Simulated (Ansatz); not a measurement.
Mg3O2: geometry relaxation (part 1 of 2)

System: Mg3O2 (R-3c, 10 atoms in the cell).
Method: DFT PBE, scalar-relativistic, plane waves, PAW, no spin polarisation (Ansatz 0.2.0).

The structure was made by swapping elements on the sites of another compound; it need not be a known phase. It belongs to a series of runs on one base structure; here: anti-corundum type (R-3c, No. 167). Figures and captions count atoms from 1; the log counts them from 0 in places.

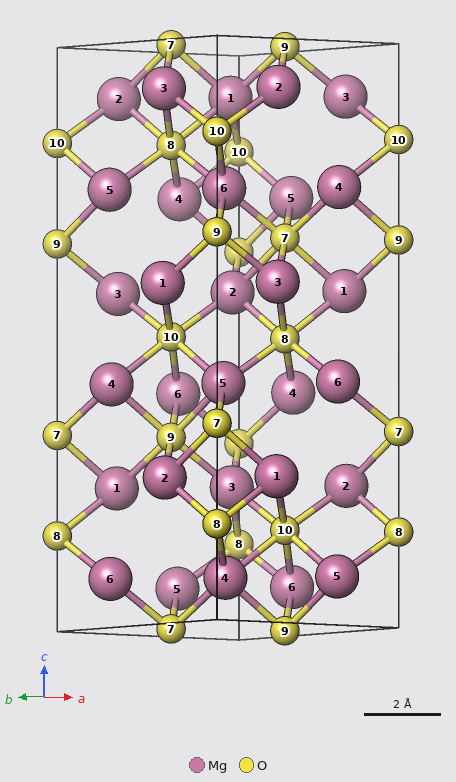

The structure as given in the input (ball-and-stick view of the cell 3 times as large as that of the calculation, set on its symmetry axes, seen at an oblique angle; atoms are numbered from 1 in the order of the input).

**The input**
```yaml
crystal:
  lattice:
    - [2.6363380216, 1.5220904664, 5.2051652369]
    - [-2.6363380216, 1.5220904664, 5.2051652369]
    - [0.0, -3.0441809329, 5.2051652369]
  atoms:
    - { symbol: Mg, position: [0.5774282472, 0.9225717528, 0.25] }
    - { symbol: Mg, position: [0.25, 0.5774282472, 0.9225717528] }
    - { symbol: Mg, position: [0.9225717528, 0.25, 0.5774282472] }
    - { symbol: Mg, position: [0.4225717528, 0.0774282472, 0.75] }
    - { symbol: Mg, position: [0.75, 0.4225717528, 0.0774282472] }
    - { symbol: Mg, position: [0.0774282472, 0.75, 0.4225717528] }
    - { symbol: O, position: [0.3360346368, 0.3360346368, 0.3360346368] }
    - { symbol: O, position: [0.1639653632, 0.1639653632, 0.1639653632] }
    - { symbol: O, position: [0.6639653632, 0.6639653632, 0.6639653632] }
    - { symbol: O, position: [0.8360346368, 0.8360346368, 0.8360346368] }
basis:
  ecutwfc: 420
kpoints:
  mp_grid: { grid: [12, 12, 12] }
hamiltonian:
  xc: pbe
scf:
  occupations: { method: gaussian, width: 0.02 }
output:
  forces: true
  stress: true
  eigenvalues: true
relax:
  adjacent_minimum: "off"
  f_tol: 0.01
  max_steps: 80
  cell: { stress_tol: 0.05 }
```

Run as:
```bash
ansatz run input.yaml --threads 1 --pin off --max-ram 2560MiB --backend cpu --events-out ev --progress --plain --runs-dir out
```

**Output**
```
Engine: ansatz 0.2.0, x86_64-unknown-linux-gnu
Pseudopotentials: kind: paw
Pseudopotential: Mg, paw, valence charge 10, recommended cutoff 420 eV (normal), Mg.paw.azcp
Pseudopotential: O, paw, valence charge 6, recommended cutoff 420 eV (normal), O.paw.azcp
Functional definition: PBE
  parameter kappa = 0.804
  parameter beta = 0.06672455060314922
  exchange = pbe_x(kappa = kappa, mu = beta*pi^2/3)
  correlation = pbe_c(beta = beta)
Crystal: 10 atoms, lattice volume = 125.322 Å³
Basis set: ecut = 420 eV, 2411 PW (Γ), exchange–correlation on 90×90×90 points (8 copies of the dense FFT grid, shifted against one another)
Bands: 52, of which v1, the nominal top of the filled ones, is band 42 counted from 1 (41 counted from 0)
Symmetry: 12 space group operations
Space group: R-3c (ITA 167), of the structure as read, at distance tolerance 5.0e-5 Å
k-points: 189 of 1728
Non-local potential: Mg, projectors of the file, l = 0: 3, l = 1: 2, l = 2: 1
Non-local potential: O, projectors of the file, l = 0: 2, l = 1: 2, l = 2: 1
PAW form: soft (Blöchl's): semilocal exchange-correlation on the pseudo side does not see the compensation charge
PAW one-centre angular grid: Mg, 110 points (default); XC on 64 Gauss nodes
PAW one-centre angular grid: O, 110 points (default); XC on 64 Gauss nodes
Initial density: superposition of atomic densities (neutral atoms: chi_scale 0, normalization atom), corrected by the library's trained network
Initial wavefunctions: pseudopotential atomic-orbital guess
Functional: x = pbe(κ = 0.804, μ = 0.2195149727645171), c = pbe(β = 0.06672455060314922)
SCF iter   1: F=—  HF=-13819.790524 eV  |F-HF|=—  |Δ(HF+E_count)|=         —  Δρ=3.79e-3  dr2=2.47e-2  ethr=1.77e-3  ⟨swp⟩=7.7  Hψ=44357  notcnv=0  defer=38
preconditioner: auto → Resta (q_TF=auto, 2.552 Å⁻¹)  ε∞=3.6  [insulator: Δε(μ)=0.467 eV  Ē_g=12.289 eV  σ=0.020 eV  W_gap=1.00  n_scr=34 (ndim 8)  ℏωp=19.9 eV  f_vac=0.000  D(μ)=0.00/eV (n_scr^D=0)  ε∞_Penn≈3.6]
SCF iter   2: F=—  HF=-13819.788194 eV  |F-HF|=—  |Δ(HF+E_count)|=   2.33e-3  Δρ=2.20e-3  dr2=8.71e-3  ethr=2.94e-5  ⟨swp⟩=2.1  Hψ=12692  notcnv=0  defer=762
SCF iter   3: F=—  HF=-13819.786999 eV  |F-HF|=—  |Δ(HF+E_count)|=   1.20e-3  Δρ=3.75e-4  dr2=2.37e-4  ethr=1.04e-5  ⟨swp⟩=2.0  Hψ=12783  notcnv=0  defer=762
SCF iter   4: F=—  HF=-13819.786957 eV  |F-HF|=—  |Δ(HF+E_count)|=   4.19e-5  Δρ=7.28e-5  dr2=4.03e-6  ethr=2.82e-7  ⟨swp⟩=2.0  Hψ=11717  notcnv=0  defer=762
SCF iter   5: F=—  HF=-13819.786939 eV  |F-HF|=—  |Δ(HF+E_count)|=   1.81e-5  Δρ=8.70e-6  dr2=7.71e-8  ethr=4.79e-9  ⟨swp⟩=2.0  Hψ=12429  notcnv=0  defer=762
SCF iter   6: F=-13819.786939 eV  HF=-13819.786939 eV  |F-HF|=9.42e-10  |Δ(HF+E_count)|=   2.76e-8  Δρ=1.40e-6  dr2=2.13e-9  ethr=9.18e-11  ⟨swp⟩=8.2  Hψ=41594  notcnv=0
SCF 1 converged in 6 iterations: F = -13819.786939 eV  dr2 = 2.13e-9
  greatest PAW one-centre occupation: 1.000 electrons in one spin orbital (limit 2), on the Mg atom at site 5 (counted from 0), in its partial waves of l = 0
relax step   1: F+E_penalty+E_count = -13819.78693874 eV  Δ(F+E_penalty+E_count) = +0.000e0 eV  max|allowed force component| = 8.768e-3 eV/Å  Δτ_max = 0.0000 Å  P = +0.072 GPa  Ω = 125.322 Å³  (6 SCF iters, dr2 threshold 1.00e-7 eV, accepted)
Crystal: 10 atoms, lattice volume = 125.344 Å³
Basis set: ecut = 420 eV, 2435 PW (Γ), exchange–correlation on 90×90×90 points (8 copies of the dense FFT grid, shifted against one another)
Initial density: handed on by an earlier stage of this run
Initial wavefunctions: those handed on with the density
iter 1 solved again at ethr=1.30e-8 eV; its pass at ethr=3.10e-3 eV (dr2=1.09e-5 eV) is discarded
SCF iter   1: F=—  HF=-13819.786848 eV  |F-HF|=—  |Δ(HF+E_count)|=         —  Δρ=1.93e-4  dr2=1.43e-5  ethr=1.30e-8  ⟨swp⟩=3.3  Hψ=43749  notcnv=0  defer=1
preconditioner: auto → Resta (q_TF=auto, 2.552 Å⁻¹)  ε∞=3.6  [insulator: Δε(μ)=0.442 eV  Ē_g=12.277 eV  σ=0.020 eV  W_gap=1.00  n_scr=34 (ndim 8)  ℏωp=19.9 eV  f_vac=0.000  D(μ)=0.00/eV (n_scr^D=0)  ε∞_Penn≈3.6]
SCF iter   2: F=—  HF=-13819.786849 eV  |F-HF|=—  |Δ(HF+E_count)|=   1.65e-6  Δρ=9.99e-5  dr2=4.00e-6  ethr=1.30e-8  ⟨swp⟩=1.1  Hψ=9898  notcnv=0  defer=1
iter 3 did not close the SCF: its close was put off for the readings that it lacked (scf_convergence_deferred on its scf_iter line)
SCF iter   3: F=-13819.786851 eV  HF=-13819.786851 eV  |F-HF|=2.04e-8  |Δ(HF+E_count)|=   1.22e-6  Δρ=8.89e-6  dr2=8.40e-8  ethr=4.76e-9  ⟨swp⟩=2.0  Hψ=12413  notcnv=0  defer=1
iter 4 did not close the SCF: its close was put off for the readings that it lacked (scf_convergence_deferred on its scf_iter line)
SCF iter   4: F=-13819.786851 eV  HF=-13819.786851 eV  |F-HF|=1.49e-9  |Δ(HF+E_count)|=   2.50e-8  Δρ=2.45e-6  dr2=6.01e-9  ethr=1.00e-10  ⟨swp⟩=2.2  Hψ=13574  notcnv=0  defer=1
iter 5 did not close the SCF: its close was put off for the readings that it lacked (scf_convergence_deferred on its scf_iter line)
SCF iter   5: F=-13819.786851 eV  HF=-13819.786851 eV  |F-HF|=1.82e-11  |Δ(HF+E_count)|=  6.73e-11  Δρ=4.20e-7  dr2=1.76e-10  ethr=7.16e-12  ⟨swp⟩=2.0  Hψ=12990  notcnv=0  defer=1
SCF iter   6: F=-13819.786851 eV  HF=-13819.786851 eV  |F-HF|=3.64e-12  |Δ(HF+E_count)|=  1.09e-11  Δρ=8.73e-8  dr2=6.68e-12  ethr=1.00e-12  ⟨swp⟩=2.0  Hψ=22137  notcnv=0
SCF 2 converged in 6 iterations: F = -13819.786851 eV  dr2 = 6.68e-12
  greatest PAW one-centre occupation: 1.000 electrons in one spin orbital (limit 2), on the Mg atom at site 4 (counted from 0), in its partial waves of l = 0
relax step   2: F+E_penalty+E_count = -13819.78685063 eV  Δ(F+E_penalty+E_count) = +8.811e-5 eV  max|allowed force component| = 9.237e-3 eV/Å  Δτ_max = 0.0010 Å  P = +0.024 GPa  Ω = 125.344 Å³  energy of the carried Pulay correction = -6.509e-5 eV  (6 SCF iters, dr2 threshold 1.55e-7 eV, rejected (line search))
Crystal: 10 atoms, lattice volume = 125.369 Å³
iter 1 solved again at ethr=4.31e-9 eV; its pass at ethr=3.10e-3 eV (dr2=3.62e-6 eV) is discarded
SCF iter   1: F=—  HF=-13819.786934 eV  |F-HF|=—  |Δ(HF+E_count)|=         —  Δρ=1.05e-4  dr2=5.00e-6  ethr=4.31e-9  ⟨swp⟩=3.4  Hψ=43175  notcnv=0
preconditioner: auto → Resta (q_TF=auto, 2.552 Å⁻¹)  ε∞=3.6  [insulator: Δε(μ)=0.438 eV  Ē_g=12.275 eV  σ=0.020 eV  W_gap=1.00  n_scr=34 (ndim 8)  ℏωp=19.9 eV  f_vac=0.000  D(μ)=0.00/eV (n_scr^D=0)  ε∞_Penn≈3.6]
SCF iter   2: F=—  HF=-13819.786934 eV  |F-HF|=—  |Δ(HF+E_count)|=   5.43e-7  Δρ=5.50e-5  dr2=1.52e-6  ethr=4.31e-9  ⟨swp⟩=1.1  Hψ=9855  notcnv=0
SCF iter   3: F=—  HF=-13819.786934 eV  |F-HF|=—  |Δ(HF+E_count)|=   2.34e-7  Δρ=4.72e-6  dr2=2.80e-8  ethr=1.81e-9  ⟨swp⟩=2.0  Hψ=12462  notcnv=0
SCF iter   4: F=—  HF=-13819.786934 eV  |F-HF|=—  |Δ(HF+E_count)|=   3.19e-9  Δρ=1.44e-6  dr2=2.21e-9  ethr=3.33e-11  ⟨swp⟩=2.5  Hψ=14921  notcnv=0
iter 5 did not close the SCF: its close was put off for the readings that it lacked (scf_convergence_deferred on its scf_iter line)
SCF iter   5: F=-13819.786934 eV  HF=-13819.786934 eV  |F-HF|=9.09e-12  |Δ(HF+E_count)|=  2.80e-10  Δρ=2.46e-7  dr2=5.52e-11  ethr=2.63e-12  ⟨swp⟩=2.0  Hψ=13197  notcnv=0
SCF iter   6: F=-13819.786934 eV  HF=-13819.786934 eV  |F-HF|=3.64e-12  |Δ(HF+E_count)|=  9.09e-12  Δρ=4.26e-8  dr2=2.01e-12  ethr=1.00e-12  ⟨swp⟩=3.0  Hψ=30187  notcnv=0
SCF 3 converged in 6 iterations: F = -13819.786934 eV  dr2 = 2.01e-12
relax step   3: F+E_penalty+E_count = -13819.78693446 eV  Δ(F+E_penalty+E_count) = +4.282e-6 eV  max|allowed force component| = 5.632e-3 eV/Å  Δτ_max = 0.0007 Å  P = +0.022 GPa  Ω = 125.369 Å³  energy of the carried Pulay correction = -1.169e-4 eV  (6 SCF iters, accepted)
Initial wavefunctions: pseudopotential atomic-orbital guess (no wavefunctions were taken with the density)
iter 1 solved again at ethr=1.06e-8 eV; its pass at ethr=3.10e-3 eV (dr2=8.91e-6 eV) is discarded
SCF iter   1: F=—  HF=-13819.787021 eV  |F-HF|=—  |Δ(HF+E_count)|=         —  Δρ=5.81e-5  dr2=9.00e-8  ethr=1.06e-8  ⟨swp⟩=3.6  Hψ=71407  notcnv=0
preconditioner: auto → Resta (q_TF=auto, 2.552 Å⁻¹)  ε∞=3.6  [insulator: Δε(μ)=0.438 eV  Ē_g=12.274 eV  σ=0.020 eV  W_gap=1.00  n_scr=34 (ndim 8)  ℏωp=19.9 eV  f_vac=0.000  D(μ)=0.00/eV (n_scr^D=0)  ε∞_Penn≈3.6]
SCF iter   2: F=—  HF=-13819.787020 eV  |F-HF|=—  |Δ(HF+E_count)|=   4.31e-7  Δρ=2.93e-5  dr2=2.30e-8  ethr=1.07e-10  ⟨swp⟩=2.0  Hψ=13075  notcnv=0
iter 3 did not close the SCF: its close was put off for the readings that it lacked (scf_convergence_deferred on its scf_iter line)
SCF iter   3: F=-13819.787027 eV  HF=-13819.787027 eV  |F-HF|=6.18e-11  |Δ(HF+E_count)|=   6.64e-6  Δρ=2.87e-7  dr2=5.67e-11  ethr=2.73e-11  ⟨swp⟩=2.0  Hψ=12473  notcnv=0
iter 4 did not close the SCF: its close was put off for the readings that it lacked (scf_convergence_deferred on its scf_iter line)
SCF iter   4: F=-13819.787027 eV  HF=-13819.787027 eV  |F-HF|=3.64e-12  |Δ(HF+E_count)|=  6.91e-11  Δρ=7.63e-8  dr2=3.26e-12  ethr=1.00e-12  ⟨swp⟩=1.4  Hψ=9913  notcnv=0
iter 5 did not close the SCF: its close was put off for the readings that it lacked (scf_convergence_deferred on its scf_iter line)
SCF iter   5: F=-13819.787027 eV  HF=-13819.787027 eV  |F-HF|=1.82e-12  |Δ(HF+E_count)|=  1.82e-12  Δρ=1.44e-8  dr2=1.88e-13  ethr=1.00e-12  ⟨swp⟩=1.0  Hψ=9828  notcnv=0
iter 6 did not close the SCF: its close was put off for the readings that it lacked (scf_convergence_deferred on its scf_iter line)
SCF iter   6: F=-13819.787027 eV  HF=-13819.787027 eV  |F-HF|=5.46e-12  |Δ(HF+E_count)|=    0.00e0  Δρ=4.99e-9  dr2=2.10e-14  ethr=1.00e-12  ⟨swp⟩=1.0  Hψ=9828  notcnv=0
SCF iter   7: F=-13819.787027 eV  HF=-13819.787027 eV  |F-HF|=3.64e-12  |Δ(HF+E_count)|=  1.82e-12  Δρ=1.72e-9  dr2=2.59e-15  ethr=1.00e-12  ⟨swp⟩=2.0  Hψ=21336  notcnv=0
SCF 4 converged in 7 iterations: F = -13819.787027 eV  dr2 = 2.59e-15
relax step   4: F+E_penalty+E_count = -13819.78702688 eV  Δ(F+E_penalty+E_count) = -9.242e-5 eV  max|allowed force component| = 5.660e-3 eV/Å  Δτ_max = 0.0000 Å  P = +0.023 GPa  Ω = 125.369 Å³  stress off target by 2.99e-2 GPa  SCF on the basis re-selected at this cell (its energy is not comparable with the rows above)  (7 SCF iters)
```

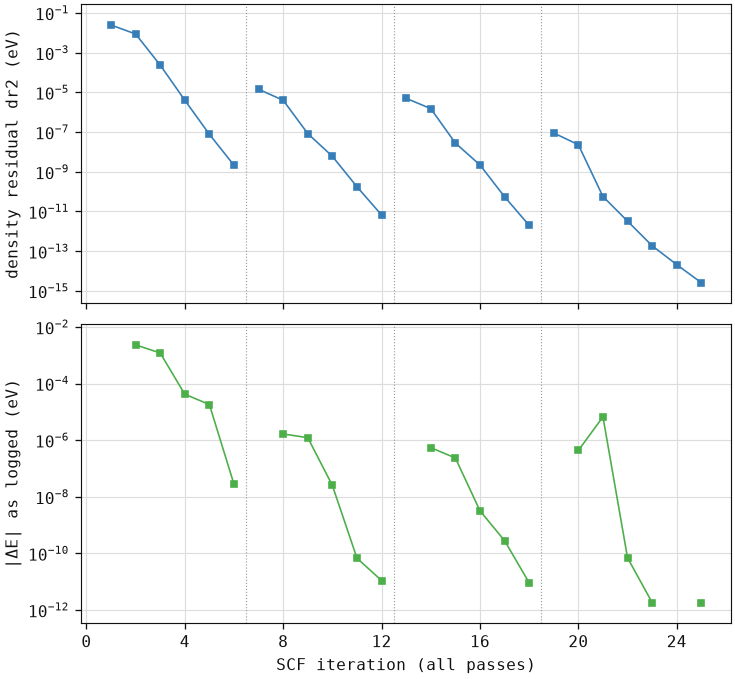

Convergence of the self-consistent field: density residual dr2 and size of the energy change against the SCF iteration. The dotted lines part the SCF passes of the relaxation: geometry steps, rejected trials and re-solves on a re-selected basis. The passes take 6, 6, 6 and 7 iterations.

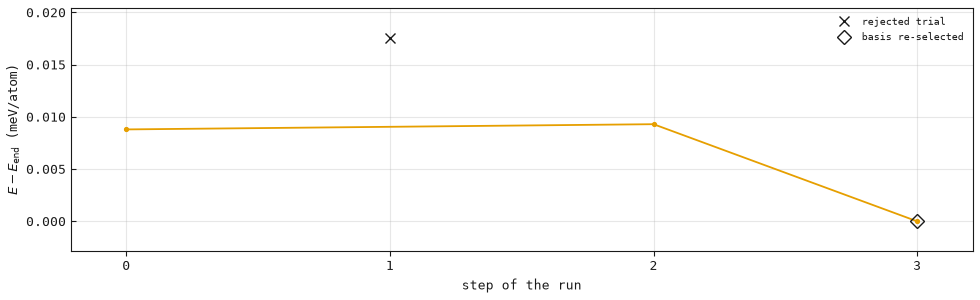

Progress of the relaxation, step by step (the first geometry is step 0 here and step 1 in the log). No atom moves by more than 0.005 Å relative to the cell. The space group stays R-3c (No. 167). After 2 geometry steps the energy has risen by next to nothing (0.0 meV per atom). The largest force component goes from 0.0088 to 0.0057 eV/Å. The pressure goes from 0.07 to 0.02 GPa. The line search rejected the trial step at point 1 (counted from 0) and went back. A last SCF at the same geometry on a re-selected plane-wave basis shifts the energy by next to nothing (0.0 meV per atom).
